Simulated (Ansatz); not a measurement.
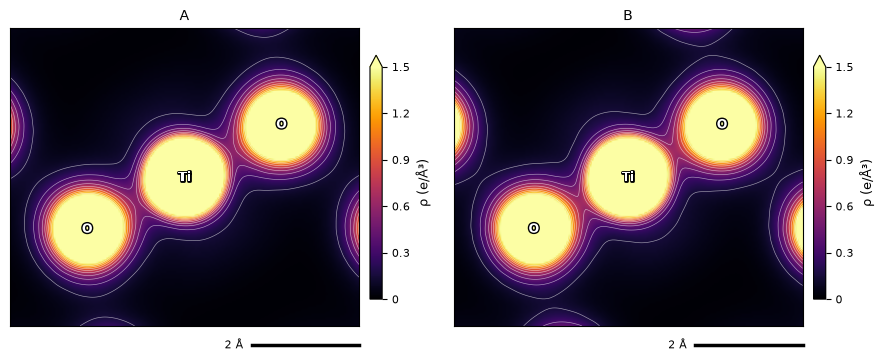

TiO$_{2}$. The valence charge density (pseudo) of two cells that differ in size and shape, on the (001) plane of each (indices in the axes of the calculation cell), at one length scale and on one colour scale: A has 12.8 Å³ an atom and B 11.7.

Theory: DFT PBE, scalar-relativistic, plane waves, PAW (Ansatz).

The larger cell:

```xyz
6
Lattice="-1.9416 1.9416 5.1054 1.9416 -1.9416 5.1054 1.9416 1.9416 -5.1054" Properties=species:S:1:pos:R:3 pbc="T T T"
Ti    0.0000    0.0000    0.0000
Ti    0.0000    1.9416    2.5527
O     0.0000    0.0000    2.0520
O     0.0000    1.9416    4.6047
O     0.0000    1.9416    0.5007
O     0.0000    0.0000    8.1588
```

The smaller cell: a = 5.543 Å, b = 5.543 Å, c = 5.543 Å, α = 139.92°, β = 139.92°, γ = 57.98°.

Q: What changes from the larger cell to the smaller?

A: From the larger cell to the smaller, Ti–O goes from 2.05 to 2.00 Å, and the density at its midpoint from 0.57 to 0.64 e/Å³; the pressure goes from −14 to 0.0 GPa; the Kohn–Sham gap goes from 2.1 eV to 2.1 eV.
